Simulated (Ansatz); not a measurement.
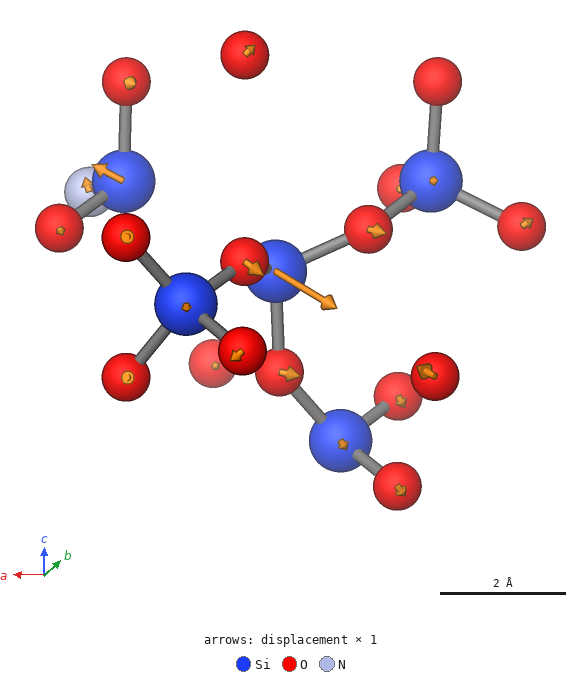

This is a relaxation of a defect cell of composition Si₂₄O₄₆N (cell charge +2). The starting structure is drawn; orange arrows show the displacements, at their true length.

Style: ball-and-stick. Shown: the atoms within 4.2 Å of the atom that moves most (axes of the cell of the calculation, reduced to other axes (origin shifted)), from a free direction. Lengths and directions refer to the drawn axes.

Level of theory: DFT, PBEsol, PAW, plane waves in Ansatz. Set-up: plane-wave cutoff 420 eV; k-point mesh 1 × 1 × 1; mesh shifted by (0.25, 0.25, 0.25); collinear spin; atoms relaxed in a fixed cell; force threshold 0.03 eV/Å; at most 80 steps.

Q: Which element moves most?

A: Silicon: up to 1.39 Å, against 0.47 Å for oxygen.

Q: What happened in the run?

A: The energy falls by 5.065 eV per cell of the calculation in 18 geometry steps. Largest force component: 2.7 eV/Å at the start, 0.015 eV/Å at the end. The atom that moves furthest is a Si atom (1.39 Å along [−2 1 −2]). Largest moves by element: Si 1.39 Å, O 0.47 Å, N 0.26 Å. The cell doesn't change. Some distances before and after: Si–Si 3.009 → 4.916 Å, O–Si 3.667 → 1.819 Å, O–Si 1.627 → 1.552 Å, O–Si 1.657 → 1.607 Å. New bonds form, among them: O–Si (3.67 → 1.82 Å). Bond angles that change, for instance: Si–O–Si 141.6° → 159.7°, O–Si–N 107.9° → 121.2°, O–Si–N 107.3° → 117.9°. The run took 16 s on 1 × NVIDIA GB200 with 8 threads of Arm Neoverse-V2, peak memory 1.8 GiB.

Limits of the set-up: the cell is charged, on a uniform background, and energies carry no finite-size correction.
